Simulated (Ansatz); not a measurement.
# Wannier-function calculation, with input and output: GeS

The run: Wannier-function calculation of GeS (Pnma, 8 atoms in the cell). Method and program: maximally localised Wannier functions of PBE bands, plane waves, PAW, no spin polarisation (Ansatz 0.2.0).

The structure derives from an entry of the Crystallography Open Database. The geometry comes from this level: r2scan-rvv10. It belongs to a series of runs on one base structure; here: anion p.

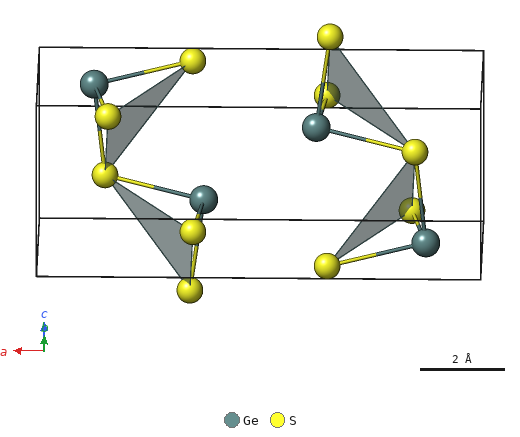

The structure (polyhedral view of the cell of the calculation, seen at an oblique angle; polyhedra are completed across the faces of the cell).

**The input**
```yaml
crystal:
  lattice:
    - [10.6078054202, 0.0, 0.0]
    - [0.0, 3.6081036216, 0.0]
    - [0.0, 0.0, 4.4223352564]
  atoms:
    - { symbol: Ge, position: [0.1250788433, 0.25, 0.1282278303] }
    - { symbol: Ge, position: [0.3749211567, 0.75, 0.6282278303] }
    - { symbol: Ge, position: [0.6250788433, 0.25, 0.3717721697] }
    - { symbol: Ge, position: [0.8749211567, 0.75, 0.8717721697] }
    - { symbol: S, position: [0.8472275933, 0.25, 0.5118733973] }
    - { symbol: S, position: [0.6527724067, 0.75, 0.0118733973] }
    - { symbol: S, position: [0.3472275933, 0.25, 0.9881266027] }
    - { symbol: S, position: [0.1527724067, 0.75, 0.4881266027] }
kpoints:
  mp_grid: { grid: [2, 6, 4] }
  band_path:
    path:
      - [[0.0, 0.0, 0.0], [0.5, 4.494652914045e-35, -1.72694533191e-34], [0.5, 0.5, 1.789232443365e-34], [1.063263359134e-50, 0.5, 3.516177775275e-34], [0.0, 0.0, 0.0], [-4.625068114392e-50, 3.500025188945e-50, 0.5], [0.5, 4.494652914045e-35, 0.5], [0.5, 0.5, 0.5], [-4.625068114392e-50, 0.5, 0.5], [-4.625068114392e-50, 3.500025188945e-50, 0.5]]
      - [[0.5, 4.494652914045e-35, -1.72694533191e-34], [0.5, 4.494652914045e-35, 0.5]]
      - [[1.063263359134e-50, 0.5, 3.516177775275e-34], [-4.625068114392e-50, 0.5, 0.5]]
      - [[0.5, 0.5, 1.789232443365e-34], [0.5, 0.5, 0.5]]
    npoints: 10
hamiltonian:
  xc: pbe
scf:
  occupations: { method: fixed }
  n_extra_bands: 6
output:
  forces: false
  stress: false
  eigenvalues: true
  wannier:
    kmesh: [2, 4, 4]
    projections: [{ species: S, l: p, shell: 3 }]
    minimise: true
    write_hr: true
    conv_tol: 1.0e-08
    max_iter: 3000
```

**File wannier.win**
```
! ansatz wannier90 interface
! projections by site (counted from 0) and shell: 4 3P, 5 3P, 6 3P, 7 3P
! states of the run's bands (counted from 1): combinations of 25-40
! their least projectability: 0.6040
num_bands = 12
num_wann  = 12
num_iter  = 2000
conv_tol = 1e-8
conv_window = 5
guiding_centres = true
write_hr = true

begin unit_cell_cart
Ang
            10.6078054202                      0.0                      0.0
                      0.0             3.6081036216                      0.0
                      0.0                      0.0             4.4223352564
end unit_cell_cart

begin atoms_frac
Ge              0.1250788433                     0.25             0.1282278303
Ge              0.3749211567                     0.75             0.6282278303
Ge              0.6250788433                     0.25             0.3717721697
Ge              0.8749211567                     0.75             0.8717721697
S               0.8472275933                     0.25             0.5118733973
S               0.6527724067                     0.75             0.0118733973
S               0.3472275933                     0.25             0.9881266027
S               0.1527724067                     0.75             0.4881266027
end atoms_frac

mp_grid = 2 4 4
```

Command:
```bash
ansatz run input.yaml --threads 4 --pin off --max-ram 5529MiB --backend cpu --events-out ev --progress --plain --runs-dir out
```

**Log**
```
scf.n_extra_bands = 6 over 40 filled bands (N_el = 80.0): the run solves 46 bands
Engine: ansatz 0.2.0, aarch64-unknown-linux-gnu
Pseudopotentials: kind: paw
Pseudopotential: Ge, paw, valence charge 14, recommended cutoff 420 eV (normal), Ge.paw.azcp
Pseudopotential: S, paw, valence charge 6, recommended cutoff 420 eV (normal), S.paw.azcp
Functional definition: PBE
  parameter kappa = 0.804
  parameter beta = 0.06672455060314922
  exchange = pbe_x(kappa = kappa, mu = beta*pi^2/3)
  correlation = pbe_c(beta = beta)
Crystal: 8 atoms, lattice volume = 169.261 Å³
Basis set: ecut = 420 eV, 3297 PW (Γ)
Bands: 46, of which v1, the nominal top of the filled ones, is band 40 counted from 1 (39 counted from 0)
Symmetry: 8 space group operations
Space group: Pnma (ITA 62), of the structure as read, at distance tolerance 5.5e-5 Å
k-points: 24 of 48
Non-local potential: Ge, projectors of the file, l = 0: 2, l = 1: 2, l = 2: 3, l = 3: 1
Non-local potential: S, projectors of the file, l = 0: 2, l = 1: 2, l = 2: 2
PAW form: soft (Blöchl's): semilocal exchange-correlation on the pseudo side does not see the compensation charge
PAW one-centre angular grid: Ge, 590 points (default); XC on 64 Gauss nodes
PAW one-centre angular grid: S, 110 points (default); XC on 64 Gauss nodes
Initial density: superposition of atomic densities (neutral atoms: chi_scale 0, normalization atom), corrected by the library's trained network
Initial wavefunctions: pseudopotential atomic-orbital guess
Functional: x = pbe(κ = 0.804, μ = 0.2195149727645171), c = pbe(β = 0.06672455060314922)
SCF iter   1: F=—  HF=-20790.268704 eV  |F-HF|=—  |Δ(HF+E_count)|=         —  Δρ=1.96e-3  dr2=1.24e-2  ethr=1.77e-3  ⟨swp⟩=4.9  Hψ=3631  notcnv=0  defer=84
preconditioner: auto → Resta (q_TF=auto, 2.408 Å⁻¹)  ε∞=3.0  [insulator: Δε(μ)=1.080 eV  Ē_g=17.900 eV  n_scr=44 (ndim 8)  ℏωp=25.5 eV  f_vac=0.000  ε∞_Penn≈3.0]
SCF iter   2: F=—  HF=-20790.264151 eV  |F-HF|=—  |Δ(HF+E_count)|=   4.55e-3  Δρ=7.95e-4  dr2=1.17e-3  ethr=1.55e-5  ⟨swp⟩=2.3  Hψ=1655  notcnv=0  defer=92
SCF iter   3: F=—  HF=-20790.264430 eV  |F-HF|=—  |Δ(HF+E_count)|=   2.78e-4  Δρ=3.02e-4  dr2=1.26e-4  ethr=1.47e-6  ⟨swp⟩=3.0  Hψ=2072  notcnv=0  defer=90
SCF iter   4: F=—  HF=-20790.264533 eV  |F-HF|=—  |Δ(HF+E_count)|=   1.04e-4  Δρ=9.75e-5  dr2=1.22e-5  ethr=1.57e-7  ⟨swp⟩=2.0  Hψ=2018  notcnv=0  defer=54
SCF iter   5: F=—  HF=-20790.264540 eV  |F-HF|=—  |Δ(HF+E_count)|=   6.48e-6  Δρ=2.66e-5  dr2=1.15e-6  ethr=1.53e-8  ⟨swp⟩=2.0  Hψ=2018  notcnv=0  defer=51
SCF iter   6: F=-20790.264541 eV  HF=-20790.264541 eV  |F-HF|=1.43e-7  |Δ(HF+E_count)|=   9.76e-7  Δρ=8.52e-6  dr2=9.25e-8  ethr=1.25e-10  ⟨swp⟩=7.4  Hψ=4642  notcnv=0
SCF 1 converged in 6 iterations: F = -20790.264541 eV  dr2 = 9.25e-8
  greatest PAW one-centre occupation: 0.998 electrons in one spin orbital (limit 2), on the Ge atom at site 3 (counted from 0), in its partial waves of l = 2
NSCF: frozen V_eff on 124 k-points
NSCF: frozen V_eff on 20 k-points
the Wannier pass solved 20 of the 32 points of its mesh, and has the states at the others by symmetry: states obtained by the crystal's operations at points that were solved too leave a residual of 2.29e-13 eV (read by the count's bands and the next), within 1.67e-5 eV
SCF converged after 6 iterations
Free energy (F): -20790.264541 eV
Harris-Foulkes:  -20790.264541 eV  (|F-HF|=1.43e-7)
Internal energy: -20790.264541 eV  (E = F + TS)
E sigma→0 (E₀):  -20790.264541 eV
Fermi energy:    7.326116 eV
--- Per-component energies (eV) ---
  E_band       = -628.118494
  E_kinetic    = 865.461668
  E_local      = -10435.603470  (includes V_loc(G=0)·N_el)
  E_nonlocal   = 1772.701056
  E_hartree    = 4506.218773
  E_xc         = -689.666935
  E_vxc        = -605.852797  (∫ρ·V_xc dr)
  E_paw        = -10462.217044  (= ΣΔE_a)
  E_vpaw       = -1237.262808  (= ΣTr[D̂ρ^β])
  E_aug_tail   = 0.001276  (compensation charges beyond the density's cutoff)
  E_ewald      = -6347.159864
  E_smearing   = -0.000000  (= −TS)
  E_closure    = 0.000000  (closes the sum)
  Σ components = -20790.264541   (vs F -20790.264541, Δ=0.00e0)
--- Band table (eV; the first three rows and the last of 24) ---
  k-point 0: bands = ["-17.1900", "-17.1871", "-17.1818", "-17.1798", "-17.1776", "-17.1764", "-17.1752", "-17.1741", "-17.1428", "-17.1426", "-17.1354", "-17.1353", "-17.1351", "-17.1317", "-17.1223", "-17.1184", "-17.1150", "-17.1137", "-17.1099", "-17.1086", "-7.3955", "-7.0846", "-5.7760", "-5.2564", "-0.9333", "-0.4037", "1.5425", "2.0134", "2.3207", "3.0709", "3.2289", "3.6662", "3.8611", "4.1644", "5.1164", "5.1285", "5.5548", "6.3217", "6.3873", "7.3261", "8.4296", "9.6200", "9.9282", "10.2412", "10.3181", "10.3995"]
  k-point 1: bands = ["-17.1887", "-17.1860", "-17.1829", "-17.1808", "-17.1778", "-17.1761", "-17.1761", "-17.1745", "-17.1409", "-17.1406", "-17.1357", "-17.1353", "-17.1349", "-17.1322", "-17.1217", "-17.1190", "-17.1143", "-17.1132", "-17.1107", "-17.1097", "-7.1109", "-6.8164", "-5.8773", "-5.4889", "-1.4675", "-0.5354", "0.1984", "1.0557", "2.3054", "3.8892", "4.1357", "4.4101", "4.5650", "4.5824", "5.1095", "5.4327", "5.4703", "6.1411", "6.9798", "7.0610", "8.8704", "9.1575", "9.6662", "9.9390", "10.2353", "10.4628"]
  k-point 2: bands = ["-17.1856", "-17.1856", "-17.1834", "-17.1834", "-17.1774", "-17.1774", "-17.1755", "-17.1755", "-17.1375", "-17.1375", "-17.1370", "-17.1370", "-17.1336", "-17.1336", "-17.1203", "-17.1203", "-17.1125", "-17.1125", "-17.1118", "-17.1118", "-6.4159", "-6.4159", "-6.1483", "-6.1483", "-1.2700", "-1.2700", "-0.1646", "-0.1646", "3.3073", "3.3073", "4.7567", "4.7567", "4.9702", "4.9702", "5.4506", "5.4506", "6.1469", "6.1469", "6.9749", "6.9749", "9.0439", "9.0439", "9.8108", "9.8108", "10.2398", "10.2398"]
  k-point 23: bands = ["-17.1871", "-17.1871", "-17.1871", "-17.1871", "-17.1699", "-17.1699", "-17.1699", "-17.1699", "-17.1399", "-17.1399", "-17.1399", "-17.1399", "-17.1310", "-17.1310", "-17.1310", "-17.1310", "-17.1060", "-17.1060", "-17.1060", "-17.1060", "-5.4162", "-5.4162", "-5.4162", "-5.4162", "-0.8704", "-0.8704", "-0.8704", "-0.8704", "2.6164", "2.6164", "2.6164", "2.6164", "3.0783", "3.0783", "3.0783", "3.0783", "5.8328", "5.8328", "5.8328", "5.8328", "10.0616", "10.0616", "10.0616", "10.0616", "11.8191", "11.8191"]
Wannier search: line search 1 of at most 3000: gauge-dependent spread (as the search counts it) 1.2708991 Å², largest recent change 3.4e-1 Å² and fall left 1.1e-3 Å² against conv_tol 1.0e-8 Å², 0 stops escaped
```

**File wannier.spreads.toml**
```
omega_i_ang2 = 30.24005300507197
omega_d_ang2 = 0.07771625231088755
omega_od_ang2 = 1.1416852500406773
omega_total_ang2 = 31.459454507423537
least_projectability = 0.6040079942299851
b_vectors_match_mmn = true
n_iter = 12
converged = true
rejected_fitted_steps = 0

[[wannier]]
r = [1.6128382127589984, 2.706077716110231, 1.8531076289360515]
spread = 2.560851757914392

[[wannier]]
r = [8.99496720750716, 0.9020259053818828, 2.56922762747125]
spread = 2.5608517580626113

[[wannier]]
r = [3.691064497218481, 0.9020259052929331, 4.064275257181157]
spread = 2.5608517582528236

[[wannier]]
r = [6.916740922863738, 2.7060777165364978, 0.3580599992474341]
spread = 2.5608517584631656

[[wannier]]
r = [8.681711004620986, 0.9020259052790041, 2.260121015487226]
spread = 2.629056039523107

[[wannier]]
r = [3.377808294561271, 0.9020259054235052, 4.373381869036196]
spread = 2.629056039948292

[[wannier]]
r = [1.9260944154239563, 2.7060777162081218, 2.162214240760958]
spread = 2.6290560401291945

[[wannier]]
r = [7.229997125722423, 2.706077716177513, 0.04895338732991293]
spread = 2.629056040183201

[[wannier]]
r = [6.871481730117704, 2.7060777160305802, 0.028926435318371243]
spread = 2.6749558285549213

[[wannier]]
r = [9.040226400347404, 0.9020259053816801, 2.2400940636729105]
spread = 2.6749558287080077

[[wannier]]
r = [1.5675790200557436, 2.7060777160907548, 2.1822411928592533]
spread = 2.674955828741588

[[wannier]]
r = [3.736323690164527, 0.9020259055200498, 4.393408821136293]
spread = 2.674955828942082

[[curvature_check]]
after_line_search = 12
omega_tilde_before_ang2 = 1.219401502351565
krylov_steps = 36
lowest_ritz_value_ang2 = 0.05729198443778328
residual_ang2 = 7.130145916956574e-10
settled = true
outcome = "no-negative-curvature"
```

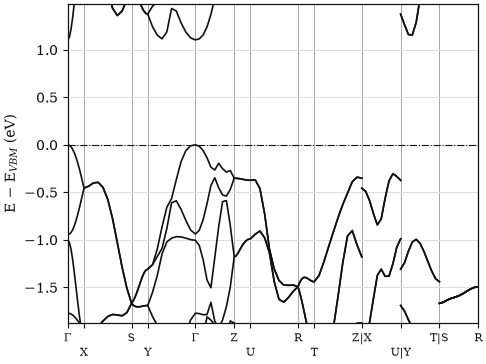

Band structure along Γ–X–S–Y–Γ–Z–U–R–T–Z|X–U|Y–T|S–R, with energies from the valence-band top. There is a gap of 1.10 eV on this path, direct, at Γ.

**Key numbers**

```tsv
quantity	value
outcome	converged
space group (tolerance 0.01 Å)	Pnma (62)
electrons treated	80
free energy	−20790.2645 eV
total spread of the Wannier functions	31.459 Å²
Fermi energy	7.326 eV
gap on the k-point mesh	1.10 eV
hardware	4 threads of Arm Neoverse V2, 24 GiB of memory available, shared host
wall time	10 s (CPU time 40 s)
peak memory	0.72 GiB
```
